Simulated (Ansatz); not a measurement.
## Run report: AlGa3N4, geometry relaxation (part 2 of 2)

AlGa3N4 (8 atoms in the cell); DFT LDA, scalar-relativistic, plane waves, PAW, no spin polarisation (Ansatz 0.2.0); cutoff 420 eV, 6×6×6 k-mesh, Gaussian smearing of 0.02 eV. The structure derives from a Materials Project entry.

Geometry of the input (Å; fractional positions):
```
4.4717  0.0000  0.0000
0.0000  4.4717  0.0000
0.0000  0.0000  4.4717
Al 0.0000  0.0000  0.0000
Ga 0.5000  0.5000  0.0000
Ga 0.5000  0.0000  0.5000
Ga 0.0000  0.5000  0.5000
N  0.7557  0.7557  0.2443
N  0.7557  0.2443  0.7557
N  0.2443  0.7557  0.7557
N  0.2443  0.2443  0.2443
```

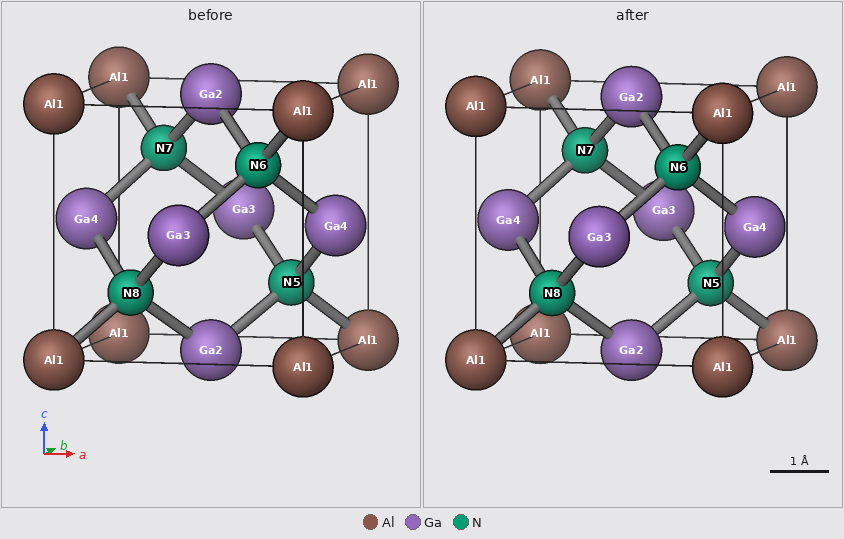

Figure 1. Before (left) and after (right) the relaxation, at one scale (ball-and-stick view of the cell of the calculation, seen slightly off an axis). The energy falls by 6.5 meV per atom in 4 geometry steps. The largest force component goes from 0.1 to 0.0014 eV/Å. Pressure: −5.79 GPa at the start and −0.01 GPa at the end. The basis was re-selected once at an unchanged geometry, which shifts the energy a little without any move. The largest moves relative to the cell, 0.007 Å, are those of N5, N6, N7 and N8. Al and Ga stay in place. The volume changes by −3.0 %, with a = b = c 4.472 → 4.427 Å (−1.0 %). Among the contacts that change: Ga2–N5 1.951 → 1.930 Å, Al1–N5 1.892 → 1.880 Å. The space group stays P-43m (No. 215). The energy change given includes the shifts at the re-selections in mid-walk, which come without any move. A last SCF at the same geometry on a re-selected plane-wave basis shifts the energy by +0.0 meV per atom. (Atoms are counted from 1 in the order of the input.)

```
basis re-selected at this cell: Δ(F+E_penalty+E_count) = +3.822e-4 eV, ΔP = -0.002 GPa vs the last step (what re-selecting the basis moved, of the pressure what is left beyond the Pulay correction that the steps carried, after the strain that the cell walked since its last selection, with what the two solves' SCF thresholds leave and, on support functions, any second-order correction that the steps lacked; it is no measure of the basis error at this ecutwfc). This SCF's stress stands 1.20e-2 GPa from its target on what of the cell is left free (relax.cell.stress_tol is 5.00e-2 GPa) and its largest allowed force component is 1.38e-3 eV/Å (relax.f_tol is 5.00e-3 eV/Å): within both
SCF converged after 4 iterations
Free energy (F): -13136.054788 eV
Harris-Foulkes:  -13136.054788 eV  (|F-HF|=1.46e-11)
Internal energy: -13136.054788 eV  (E = F + TS)
E sigma→0 (E₀):  -13136.054788 eV
Fermi energy:    10.355013 eV
--- Per-component energies (eV) ---
  E_band       = -13.574673
  E_kinetic    = 903.426356
  E_local      = -6460.395777  (includes V_loc(G=0)·N_el)
  E_nonlocal   = 1490.723665
  E_hartree    = 2955.809061
  E_xc         = -485.450118
  E_vxc        = -511.907437  (∫ρ·V_xc dr)
  E_paw        = -6667.109284  (= ΣΔE_a)
  E_vpaw       = -1347.039908  (= ΣTr[D̂ρ^β])
  E_aug_tail   = 0.000150  (compensation charges beyond the density's cutoff)
  E_ewald      = -4878.620173
  E_core_change = 5.561332  (= ΣΔE_core)
  E_smearing   = -0.000000  (= −TS)
  E_closure    = 0.000000  (closes the sum)
  Σ components = -13136.054788   (vs F -13136.054788, Δ=0.00e0)
--- Forces (eV/Å), atoms counted from 1 ---
  atom   1  Al     0.00000000     0.00000000     0.00000000
  atom   2  Ga     0.00000000    -0.00000000    -0.00000000
  atom   3  Ga     0.00000000    -0.00000000     0.00000000
  atom   4  Ga     0.00000000     0.00000000     0.00000000
  atom   5  N      0.00138265     0.00138265    -0.00138265
  atom   6  N      0.00138265    -0.00138265     0.00138265
  atom   7  N     -0.00138265     0.00138265     0.00138265
  atom   8  N     -0.00138265    -0.00138265    -0.00138265
  max |Σ_I F_I| component: 2.80e-17 eV/Å
--- Stress (GPa, compression-positive) ---
       -0.012011       0.000000       0.000000
        0.000000      -0.012011      -0.000000
        0.000000      -0.000000      -0.012011
  P = ⅓ Tr σ = -0.0120 GPa (-0.120 kbar)
--- Band table (eV; the first three rows and the last of 20) ---
  k-point 0: bands = ["-6.7036", "-5.4364", "-5.4364", "-5.4364", "-4.2449", "-4.2188", "-4.2188", "-4.2188", "-4.1383", "-4.1383", "-3.9872", "-3.9872", "-3.9872", "-3.9452", "-3.9452", "-3.8834", "-2.3149", "-2.3149", "-2.3149", "2.8437", "2.8437", "3.7047", "6.5088", "6.5088", "6.5088", "6.5277", "6.5277", "6.5277", "9.0769", "9.0769", "9.0769", "11.6330", "12.4630", "12.4630", "12.4630", "15.6015", "15.6015", "17.5525", "19.9450"]
  k-point 1: bands = ["-6.5865", "-5.4676", "-5.4373", "-5.4373", "-4.2382", "-4.2156", "-4.2156", "-4.1942", "-4.1321", "-4.1236", "-4.0202", "-4.0202", "-3.9861", "-3.9581", "-3.9450", "-3.8935", "-2.6451", "-2.2512", "-2.2512", "2.9616", "3.1646", "3.9123", "6.1916", "6.2300", "6.2300", "6.3013", "6.6655", "6.6655", "8.3822", "8.8828", "8.8828", "12.3329", "12.7928", "13.0589", "13.0589", "15.8309", "16.1100", "17.8365", "19.4053"]
  k-point 2: bands = ["-6.2738", "-5.5904", "-5.4392", "-5.4392", "-4.2055", "-4.1999", "-4.1999", "-4.1490", "-4.0955", "-4.0911", "-4.0911", "-4.0903", "-3.9808", "-3.9784", "-3.9461", "-3.9193", "-3.2973", "-2.1253", "-2.1253", "3.2676", "3.6467", "4.6466", "5.5278", "5.7421", "5.7421", "5.8231", "7.0700", "7.0700", "7.1829", "8.3675", "8.3675", "13.4237", "13.6446", "14.4023", "14.4023", "16.3248", "17.2298", "17.8712", "18.9998"]
  k-point 19: bands = ["-5.7697", "-5.5702", "-5.5702", "-5.5702", "-4.2295", "-4.2295", "-4.2295", "-4.1503", "-4.1503", "-4.0244", "-4.0244", "-4.0244", "-3.9179", "-3.9179", "-3.9179", "-2.9146", "-2.9146", "-2.9146", "-2.4199", "1.9546", "1.9546", "1.9546", "2.6013", "8.0554", "8.0554", "8.0554", "8.2902", "8.2902", "8.3685", "8.3685", "8.3685", "14.1805", "14.1805", "14.1805", "15.4579", "18.1139", "18.1139", "18.1139", "18.5274"]
--- Relaxed structure (5 steps of the walk, 5 accepted, 2 SCFs on fresh bases) ---
  F+E_penalty+E_count = -13136.05478811 eV   max|allowed force component| = 1.383e-3 eV/Å   (the final SCF, on the basis selected at the relaxed cell)
  cell:  # Å, volume = 86.7628 Å³
    - [4.427017673169894, -6.821001886371461e-34, 5.697542752145572e-34]
    - [-7.141990210435999e-34, 4.427017673169894, -5.200010849845537e-33]
    - [5.697542752145572e-34, -4.590133034122912e-33, 4.427017673169894]
  atoms:
    - { symbol: Al, position: [-4.09150246221548e-20, 7.671567116654025e-21, -3.646362148039252e-20] }
    - { symbol: Ga, position: [0.5, 0.5, -3.646362148039249e-20] }
    - { symbol: Ga, position: [0.5, 7.671567116654027e-21, 0.5] }
    - { symbol: Ga, position: [-4.09150246221548e-20, 0.5, 0.5] }
    - { symbol: N, position: [0.7548139551405754, 0.7548139551405754, 0.24518604485942458] }
    - { symbol: N, position: [0.7548139551405754, 0.24518604485942458, 0.7548139551405754] }
    - { symbol: N, position: [0.24518604485942458, 0.7548139551405754, 0.7548139551405754] }
    - { symbol: N, position: [0.24518604485942458, 0.24518604485942458, 0.24518604485942458] }
```

**Trajectory as extended XYZ (Å, eV, eV/Å), 7 frames, from step=1 to step=7**
```
8
Lattice="4.4717 0.0000 0.0000 0.0000 4.4717 0.0000 0.0000 0.0000 4.4717" Properties=species:S:1:pos:R:3:forces:R:3 step=1 energy=-13136.00336 pressure_GPa=-5.79
Al    0.0000    0.0000    0.0000    0.0000   0.0000   0.0000
Ga    2.2358    2.2358    0.0000    0.0000   0.0000   0.0000
Ga    2.2358    0.0000    2.2358    0.0000   0.0000   0.0000
Ga    0.0000    2.2358    2.2358    0.0000   0.0000   0.0000
N     3.3793    3.3793    1.0924   -0.1004  -0.1004   0.1004
N     3.3793    1.0924    3.3793   -0.1004   0.1004  -0.1004
N     1.0924    3.3793    3.3793    0.1004  -0.1004  -0.1004
N     1.0924    1.0924    1.0924    0.1004   0.1004   0.1004
8
Lattice="4.4453 0.0000 0.0000 0.0000 4.4453 0.0000 0.0000 0.0000 4.4453" Properties=species:S:1:pos:R:3:forces:R:3 step=2 energy=-13136.05225 pressure_GPa=-2.38
Al    0.0000    0.0000    0.0000    0.0000   0.0000   0.0000
Ga    2.2226    2.2226    0.0000    0.0000   0.0000   0.0000
Ga    2.2226    0.0000    2.2226    0.0000   0.0000   0.0000
Ga    0.0000    2.2226    2.2226    0.0000   0.0000   0.0000
N     3.3567    3.3567    1.0885   -0.0356  -0.0356   0.0356
N     3.3567    1.0885    3.3567   -0.0356   0.0356  -0.0356
N     1.0885    3.3567    3.3567    0.0356  -0.0356  -0.0356
N     1.0885    1.0885    1.0885    0.0356   0.0356   0.0356
8
Lattice="4.4273 0.0000 0.0000 0.0000 4.4273 0.0000 0.0000 0.0000 4.4273" Properties=species:S:1:pos:R:3:forces:R:3 step=3 energy=-13136.06448 pressure_GPa=0.11
Al    0.0000    0.0000    0.0000    0.0000   0.0000   0.0000
Ga    2.2136    2.2136    0.0000    0.0000   0.0000   0.0000
Ga    2.2136    0.0000    2.2136    0.0000   0.0000   0.0000
Ga    0.0000    2.2136    2.2136    0.0000   0.0000   0.0000
N     3.3416    3.3416    1.0856    0.0048   0.0048  -0.0048
N     3.3416    1.0856    3.3416    0.0048  -0.0048   0.0048
N     1.0856    3.3416    3.3416   -0.0048   0.0048   0.0048
N     1.0856    1.0856    1.0856   -0.0048  -0.0048  -0.0048
8
Lattice="4.4280 0.0000 0.0000 0.0000 4.4280 0.0000 0.0000 0.0000 4.4280" Properties=species:S:1:pos:R:3:forces:R:3 step=4 energy=-13136.06431 pressure_GPa=-0.00
Al    0.0000    0.0000    0.0000    0.0000   0.0000   0.0000
Ga    2.2140    2.2140    0.0000    0.0000   0.0000   0.0000
Ga    2.2140    0.0000    2.2140    0.0000   0.0000   0.0000
Ga    0.0000    2.2140    2.2140    0.0000   0.0000   0.0000
N     3.3424    3.3424    1.0857    0.0007   0.0007  -0.0007
N     3.3424    1.0857    3.3424    0.0007  -0.0007   0.0007
N     1.0857    3.3424    3.3424   -0.0007   0.0007   0.0007
N     1.0857    1.0857    1.0857   -0.0007  -0.0007  -0.0007
8
Lattice="4.4280 0.0000 0.0000 0.0000 4.4280 0.0000 0.0000 0.0000 4.4280" Properties=species:S:1:pos:R:3:forces:R:3 step=5 energy=-13136.05489 pressure_GPa=-0.15
Al    0.0000    0.0000    0.0000    0.0000   0.0000   0.0000
Ga    2.2140    2.2140    0.0000    0.0000   0.0000   0.0000
Ga    2.2140    0.0000    2.2140    0.0000   0.0000   0.0000
Ga    0.0000    2.2140    2.2140    0.0000   0.0000   0.0000
N     3.3424    3.3424    1.0857    0.0010   0.0010  -0.0010
N     3.3424    1.0857    3.3424    0.0010  -0.0010   0.0010
N     1.0857    3.3424    3.3424   -0.0010   0.0010   0.0010
N     1.0857    1.0857    1.0857   -0.0010  -0.0010  -0.0010
8
Lattice="4.4270 0.0000 0.0000 0.0000 4.4270 0.0000 0.0000 0.0000 4.4270" Properties=species:S:1:pos:R:3:forces:R:3 step=6 energy=-13136.05517 pressure_GPa=-0.01
Al    0.0000    0.0000    0.0000    0.0000   0.0000   0.0000
Ga    2.2135    2.2135    0.0000    0.0000   0.0000   0.0000
Ga    2.2135    0.0000    2.2135    0.0000   0.0000   0.0000
Ga    0.0000    2.2135    2.2135    0.0000   0.0000   0.0000
N     3.3416    3.3416    1.0854    0.0014   0.0014  -0.0014
N     3.3416    1.0854    3.3416    0.0014  -0.0014   0.0014
N     1.0854    3.3416    3.3416   -0.0014   0.0014   0.0014
N     1.0854    1.0854    1.0854   -0.0014  -0.0014  -0.0014
8
Lattice="4.4270 0.0000 0.0000 0.0000 4.4270 0.0000 0.0000 0.0000 4.4270" Properties=species:S:1:pos:R:3:forces:R:3 step=7 energy=-13136.05479 pressure_GPa=-0.01
Al    0.0000    0.0000    0.0000    0.0000   0.0000   0.0000
Ga    2.2135    2.2135    0.0000    0.0000   0.0000   0.0000
Ga    2.2135    0.0000    2.2135    0.0000   0.0000   0.0000
Ga    0.0000    2.2135    2.2135    0.0000   0.0000   0.0000
N     3.3416    3.3416    1.0854    0.0014   0.0014  -0.0014
N     3.3416    1.0854    3.3416    0.0014  -0.0014   0.0014
N     1.0854    3.3416    3.3416   -0.0014   0.0014   0.0014
N     1.0854    1.0854    1.0854   -0.0014  -0.0014  -0.0014
```

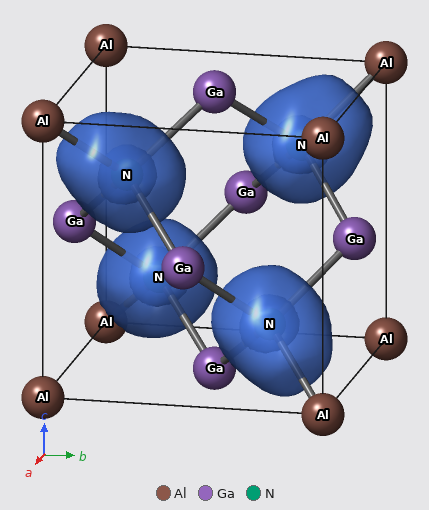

Figure 2. Isosurface of the electron localisation function at 0.7 (blue), seen slightly off an axis. Core shells and regions of very low density are left out. Sticks mark near contacts. The outline is the cell set on symmetry axes. Along the contacts the grid gives the following. Al–N (1.88 Å): the ELF peaks at about 0.90 between the atoms, which marks a shared but strongly polarised pair. Ga–N (1.93 Å): the ELF is about 0.50 at the midpoint. The fields are those of the smooth PAW valence density.

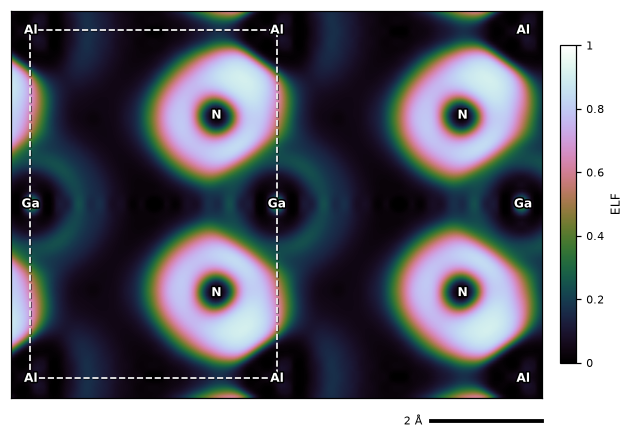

Figure 3. ELF on the (101) plane of the conventional cell. Al–N (1.88 Å): the ELF peaks at about 0.90 between the atoms (a shared but strongly polarised pair). Ga–N (1.93 Å): the ELF is about 0.50 at the midpoint. The strong features right at Ga lie inside the PAW spheres (semicore, d or f shells) and say nothing about bonding.
